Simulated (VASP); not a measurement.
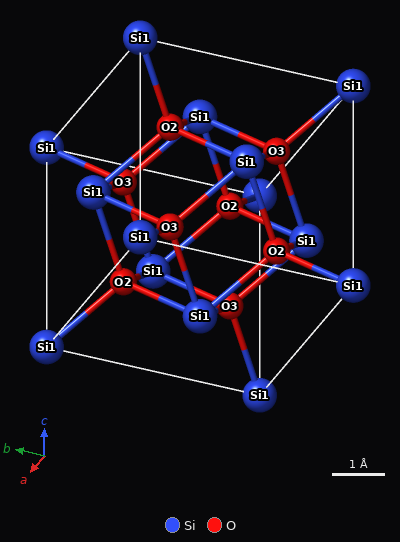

Fig. 1: The structure (ball-and-stick view of the cell 4 times as large as that of the calculation, set on its symmetry axes, seen at an oblique angle; atoms are numbered from 1 in the order of the input). Near neighbours in the crystal (not all of them lie inside the picture): Si has 8 O at 1.96 Å; O has 4 Si at 1.96 Å.

Run report: SiO2, single-point calculation

The run: single-point calculation of SiO2 (3 atoms in the cell). Method and program: DFT, plane waves, PAW, settings varied from a PBE run (VASP 6.6.1).

The structure was built on a prototype by a generator. Some settings of this run were made unusual or wrong on purpose. The geometry comes from this level: r2SCAN.

**INCAR**
```
ENCUT = 520.000000
EDIFF = 1.00e-07
GGA = PE
PREC = Accurate
IBRION = -1
ISIF = 2
NBANDS = 15
NSW = 0
LASPH = .TRUE.
LCHARG = .FALSE.
LWAVE = .FALSE.
LREAL = .FALSE.
NELM = 94
ISMEAR = 2
SIGMA = 0.6
```

**KPOINTS**
```
KPOINTS created by Atomic Simulation Environment
0
Gamma
10 10 10
0 0 0
```

**POSCAR**
```
Si O
 1.0000000000000000
    -0.0000000000000000    2.2641691162216273    2.2641691162216273
     2.2641691162216273   -0.0000000000000000    2.2641691162216273
     2.2641691162216273    2.2641691162216273   -0.0000000000000000
 Si  O
   1   2
Cartesian
 -0.0000000000000000  0.0000000000000000 -0.0000000000000000
  1.1320845581108139  1.1320845581108139  1.1320845581108139
  3.3962536743324403  3.3962536743324403  3.3962536743324403
```

Run on 1 CPU thread, shared host.

Launched with:
```bash
mpirun -np 1 vasp_std
```

**OSZICAR**
```
N       E                     dE             d eps       ncg     rms          rms(c)
DAV:   1     0.542464300865E+02    0.54246E+02   -0.87096E+03  1450   0.101E+03
DAV:   2    -0.204331380055E+02   -0.74680E+02   -0.67413E+02  1844   0.224E+02
DAV:   3    -0.226208461829E+02   -0.21877E+01   -0.21821E+01  1704   0.367E+01
DAV:   4    -0.226282825795E+02   -0.74364E-02   -0.74360E-02  1725   0.256E+00
DAV:   5    -0.226283203362E+02   -0.37757E-04   -0.37757E-04  1711   0.173E-01    0.110E+01
DAV:   6    -0.198957708475E+02    0.27325E+01   -0.52785E+00  1487   0.214E+01    0.407E+00
DAV:   7    -0.198987790597E+02   -0.30082E-02   -0.27102E-01  1711   0.425E+00    0.174E+00
DAV:   8    -0.198969072253E+02    0.18718E-02   -0.14374E-02  1522   0.130E+00    0.514E-01
DAV:   9    -0.198985724821E+02   -0.16653E-02   -0.27242E-03  1564   0.516E-01    0.171E-01
DAV:  10    -0.198988349291E+02   -0.26245E-03   -0.56957E-04  1515   0.182E-01    0.318E-02
DAV:  11    -0.198988213127E+02    0.13616E-04   -0.33146E-05  1900   0.507E-02    0.728E-03
DAV:  12    -0.198988250325E+02   -0.37198E-05   -0.49607E-06  1494   0.175E-02    0.267E-03
DAV:  13    -0.198988251363E+02   -0.10383E-06   -0.55313E-08  1532   0.182E-03    0.203E-03
DAV:  14    -0.198988252219E+02   -0.85572E-07   -0.19314E-08  1146   0.134E-03
   1 F= -.19898825E+02 E0= -.19899998E+02  d E =0.469109E-02
```

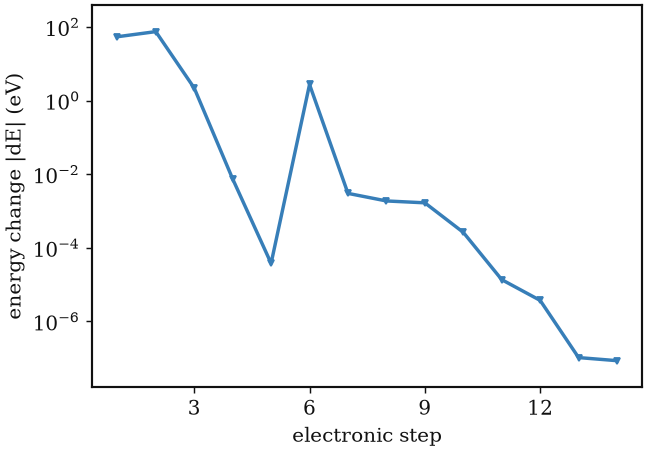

Fig. 2: Convergence of the self-consistent field: energy change |dE| against the electronic step. It takes 14 electronic steps. The density is held fixed in the first few steps, and dE rises again when its update begins.

**Parts of OUTCAR**
```
k-points           NKPTS =     47   k-points in BZ     NKDIM =     47   number of bands    NBANDS=     15

   NELECT =      16.0000    total number of electrons

   dimension x,y,z NGX =    24 NGY =   24 NGZ =   24
   dimension x,y,z NGXF=    48 NGYF=   48 NGZF=   48

  energy-cutoff  :      520.00
  volume of cell :       23.21
      direct lattice vectors                 reciprocal lattice vectors
     0.000000000  2.264169116  2.264169116    -0.220831561  0.220831561  0.220831561
     2.264169116  0.000000000  2.264169116     0.220831561 -0.220831561  0.220831561
     2.264169116  2.264169116  0.000000000     0.220831561  0.220831561 -0.220831561

 k-points in reciprocal lattice and weights: KPOINTS created by Atomic Simulation Env
   0.00000000  0.00000000  0.00000000       0.001
   0.10000000  0.00000000  0.00000000       0.008
   0.20000000  0.00000000  0.00000000       0.008
   0.30000000  0.00000000  0.00000000       0.008
   0.40000000  0.00000000  0.00000000       0.008
   0.50000000  0.00000000  0.00000000       0.004
   0.10000000  0.10000000  0.00000000       0.006
   0.20000000  0.10000000  0.00000000       0.024
   0.30000000  0.10000000  0.00000000       0.024
   0.40000000  0.10000000  0.00000000       0.024
   0.50000000  0.10000000  0.00000000       0.024
  -0.40000000  0.10000000  0.00000000       0.024
  -0.30000000  0.10000000  0.00000000       0.024
  -0.20000000  0.10000000  0.00000000       0.024
  -0.10000000  0.10000000  0.00000000       0.012
   0.20000000  0.20000000  0.00000000       0.006
   0.30000000  0.20000000  0.00000000       0.024
   0.40000000  0.20000000  0.00000000       0.024
   0.50000000  0.20000000  0.00000000       0.024
  -0.40000000  0.20000000  0.00000000       0.024
  -0.30000000  0.20000000  0.00000000       0.024
  -0.20000000  0.20000000  0.00000000       0.012
   0.30000000  0.30000000  0.00000000       0.006
   0.40000000  0.30000000  0.00000000       0.024
   0.50000000  0.30000000  0.00000000       0.024
  -0.40000000  0.30000000  0.00000000       0.024
  -0.30000000  0.30000000  0.00000000       0.012
   0.40000000  0.40000000  0.00000000       0.006
   0.50000000  0.40000000  0.00000000       0.024
  -0.40000000  0.40000000  0.00000000       0.012
   0.50000000  0.50000000  0.00000000       0.003
   0.30000000  0.20000000  0.10000000       0.024
   0.40000000  0.20000000  0.10000000       0.048
   0.50000000  0.20000000  0.10000000       0.048
  -0.40000000  0.20000000  0.10000000       0.024
   0.40000000  0.30000000  0.10000000       0.024
   0.50000000  0.30000000  0.10000000       0.048
  -0.40000000  0.30000000  0.10000000       0.048
  -0.30000000  0.30000000  0.10000000       0.048
  -0.20000000  0.30000000  0.10000000       0.024
   0.50000000  0.40000000  0.10000000       0.024
  -0.40000000  0.40000000  0.10000000       0.048
  -0.30000000  0.40000000  0.10000000       0.024
  -0.40000000  0.50000000  0.10000000       0.012
  -0.40000000  0.40000000  0.20000000       0.024
  -0.30000000  0.40000000  0.20000000       0.024
  -0.30000000  0.50000000  0.20000000       0.012

 E-fermi :   9.7593

 k-point     1 :       0.0000    0.0000    0.0000
  band No.  band energies     occupation
      1     -13.3290      2.00000
      2      -6.4178      2.00000
      3       3.8256      2.00000
      4       3.8256      2.00000
      5       3.8256      2.00000
      6       7.3850      2.00000
      7       7.3850      2.00000
      8       7.3850      2.00000
      9      11.8850      0.00003
     10      15.6031      0.00000
     11      15.6031      0.00000
     12      15.6031      0.00000
     13      22.0874      0.00000
     14      22.0874      0.00000
     15      24.4872      0.00000

 k-point     2 :       0.1000    0.0000    0.0000
  band No.  band energies     occupation
      1     -13.1849      2.00000
      2      -6.6078      2.00000
      3       3.7135      2.00000
      4       3.8333      2.00000
      5       3.8333      2.00000
      6       6.8562      2.00000
      7       7.1994      2.00000
      8       7.1994      2.00000
      9      12.5757      0.00000
     10      15.6963      0.00000
     11      15.8679      0.00000
     12      15.8679      0.00000
     13      22.3700      0.00000
     14      22.3700      0.00000
     15      25.0390      0.00000

 k-point     3 :       0.2000    0.0000    0.0000
  band No.  band energies     occupation
      1     -12.7593      2.00000
      2      -7.1566      2.00000
      3       3.3972      2.00000
      4       3.8763      2.00000
      5       3.8763      2.00000
      6       5.9223      2.00000
      7       6.7102      2.00000
      8       6.7102      2.00000
      9      13.8405      0.00000
     10      16.2394      0.00000
     11      16.6393      0.00000
     12      16.6393      0.00000
     13      23.0367      0.00000
     14      23.0367      0.00000
     15      26.1695      0.00000

 k-point     4 :       0.3000    0.0000    0.0000
  band No.  band energies     occupation
      1     -12.0765      2.00000
      2      -7.9984      2.00000
      3       2.9796      2.00000
      4       3.9961      2.00000
      5       3.9961      2.00000
      6       5.1629      2.00000
      7       6.0741      2.00000
      8       6.0741      2.00000
      9      14.8167      0.00000
     10      17.5009      0.00000
     11      17.8099      0.00000
     12      17.8099      0.00000
     13      23.6270      0.00000
     14      23.6270      0.00000
     15      26.6382      0.00000

 k-point     5 :       0.4000    0.0000    0.0000
  band No.  band energies     occupation
      1     -11.1813      2.00000
      2      -9.0287      2.00000
      3       2.6400      2.00000
      4       4.2129      2.00000
      5       4.2129      2.00000
      6       4.7012      2.00000
      7       5.4648      2.00000
      8       5.4648      2.00000
      9      15.4630      0.00000
     10      18.8883      0.00000
     11      19.0923      0.00000
     12      19.0923      0.00000
     13      23.6826      0.00000
     14      23.6826      0.00000
     15      26.2784      0.00000

 [... the levels of 41 k-points are left out ...]

 k-point    47 :      -0.3000    0.5000    0.2000
  band No.  band energies     occupation
      1      -9.9217      2.00000
      2      -9.2631      2.00000
      3      -1.2872      2.00000
      4       0.5131      2.00000
      5       3.7139      2.00000
      6       5.8164      2.00000
      7       8.8931      2.03055
      8       9.3970      1.97778
      9      14.0653      0.00000
     10      18.2912      0.00000
     11      19.7657      0.00000
     12      21.0327      0.00000
     13      22.5395      0.00000
     14      25.8094      0.00000
     15      28.5200      0.00000

  Total        1.4940362      1.4940362      1.4940362      0.0000000      0.0000000     -0.0000000
  in kB      103.1134063    103.1134063    103.1134063      0.0000000      0.0000000     -0.0000000
  external PRESSURE =     103.1134063 kB  Pullay stress =       0.0000000 kB

 POSITION                                       TOTAL-FORCE (eV/Angst)
 -----------------------------------------------------------------------------------
      0.00000      0.00000      0.00000        -0.000000     -0.000000      0.000000
      1.13208      1.13208      1.13208         0.000000      0.000000      0.000000
      3.39625      3.39625      3.39625        -0.000000     -0.000000     -0.000000
 -----------------------------------------------------------------------------------
    total drift:                                0.000000      0.000000      0.000000

  FREE ENERGIE OF THE ION-ELECTRON SYSTEM (eV)
  ---------------------------------------------------
  free  energy   TOTEN  =       -19.8988252219 eV

  energy  without entropy=      -19.9035163103  energy(sigma->0) =      -19.89999799
```

**What the run reported**

| quantity | value |
| --- | --- |
| outcome | converged |
| space group (tolerance 0.01 Å) | Fm-3m (225) |
| electrons treated | 16 |
| free energy | −19.8988 eV |
| Fermi energy | 9.759 eV |
| band gap | 2.06 eV |
| pressure | 10.31 GPa |
| largest force (length of the vector) | under 0.001 eV/Å |
| wall time | 5.3 s |
| peak memory | 0.14 GiB |

Some settings of this run were drawn to be unusual or wrong (NELM = 94; ISMEAR = 2; SIGMA = 0.6). It converged; results that depend on the unusual settings are not reference values.
